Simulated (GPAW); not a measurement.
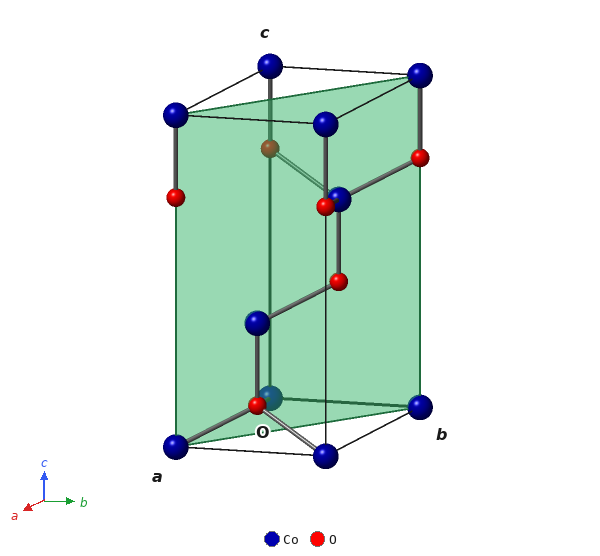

For CoO, a cell listed in the Materials Project, as set up for an electronic-structure calculation: every member of one family of equally spaced planes, hx + ky + lz = a whole number, that cuts the unit cell is shaded (one member passes through the origin O, touching the cell only at an edge or corner). Geometry calculated from the standardised cell; symmetry tolerance 0.002 Å.

a = 3.204 Å, b = 3.204 Å, c = 7.699 Å, α = 90.00°, β = 90.00°, γ = 120.00°.

Index the planes.

Answer. (1 1 0), in four indices (1 1 −2 0); the opposite sign names the same planes. The member next to the origin meets the axes a at 1, b at 1, c never.

What is the spacing?

Answer. d = 1.602 Å.

Which atoms of the cell lie in these planes (within 0.03 Å)?

Answer. all 3 Co, all 3 O.
